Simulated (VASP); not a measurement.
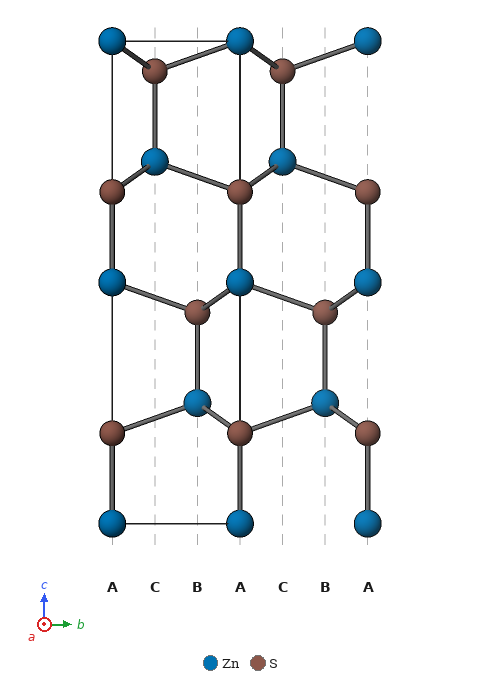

Projection along an edge of the hexagonal mesh, stacking direction c upwards. The dashed lines mark the three columns A (0, 0), B (1/3, 2/3) and C (2/3, 1/3). The sequence starts with the first layer at or above the cell's origin.

System ZnS; source of the atomic positions: coordinates from a relaxation with VASP Kohn-Sham DFT of a periodic cell, PBEsol with D3, VASP PAW PBE potentials, recommended in VASP 6.6.1.

Give the sequence of layers in one repeat, with element and column.

Zn(A) – S(A) – Zn(B) – S(B) – Zn(A) – S(A) – Zn(C) – S(C) (eight layers in 12.29 Å).

How are the S layers alone stacked?

S layers alone: ABAC, a mixed type, (ch) in Jagodzinski's notation.

Which positions between or in the S layers do the other atoms fill?

Zn: four tetrahedral sites in each hexagonal cell.

What short polytype symbol fits?

Polytype symbol 4H, the symbol of a tetrahedral polytype (number of double layers in the repeat and lattice).

Heights of the layers:

```json
{"layer": "1", "atoms (column)": "Zn(A)", "height (Å)": "0.00", "to next (Å)": "2.30"}
{"layer": "2", "atoms (column)": "S(A)", "height (Å)": "2.30", "to next (Å)": "0.77"}
{"layer": "3", "atoms (column)": "Zn(B)", "height (Å)": "3.07", "to next (Å)": "2.30"}
{"layer": "4", "atoms (column)": "S(B)", "height (Å)": "5.38", "to next (Å)": "0.77"}
{"layer": "5", "atoms (column)": "Zn(A)", "height (Å)": "6.14", "to next (Å)": "2.30"}
{"layer": "6", "atoms (column)": "S(A)", "height (Å)": "8.44", "to next (Å)": "0.77"}
{"layer": "7", "atoms (column)": "Zn(C)", "height (Å)": "9.21", "to next (Å)": "2.30"}
{"layer": "8", "atoms (column)": "S(C)", "height (Å)": "11.52", "to next (Å)": "0.77"}
```
